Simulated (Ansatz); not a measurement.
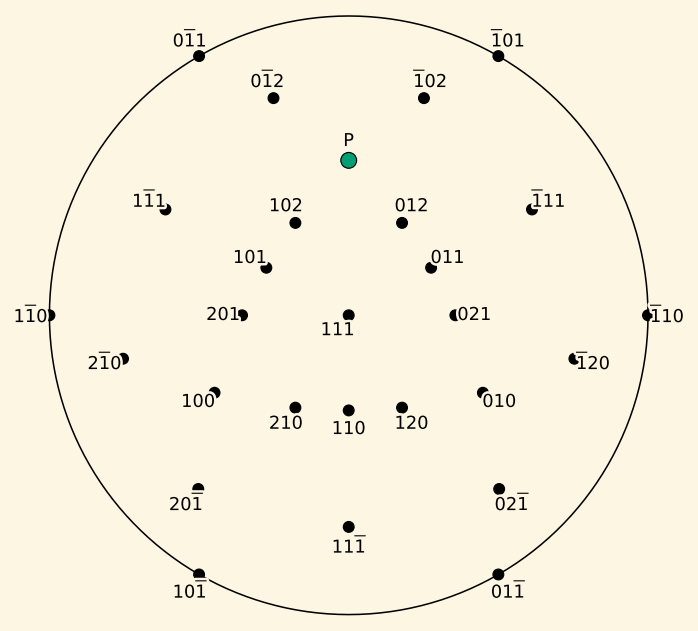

Stereographic projection of plane normals (upper hemisphere) centred on (1 1 1). Crystal: Lu, the input geometry of an electronic-structure calculation (not necessarily at equilibrium); the starting structure was generated, so it need not be a known form of this composition. Geometry calculated from the standardised cell; symmetry tolerance 0.002 Å.

a = 3.127 Å, b = 3.127 Å, c = 3.127 Å, α = 90.00°, β = 90.00°, γ = 90.00°.

**Index the pole marked P.**

P is (0 0 1), 54.7° from the centre.

**What is the angle between the normals of (1 −1 1) and (0 −1 2), and what are their d_hkl = 1/|g|?**

39.2°; d = 1.805 Å and 1.398 Å.
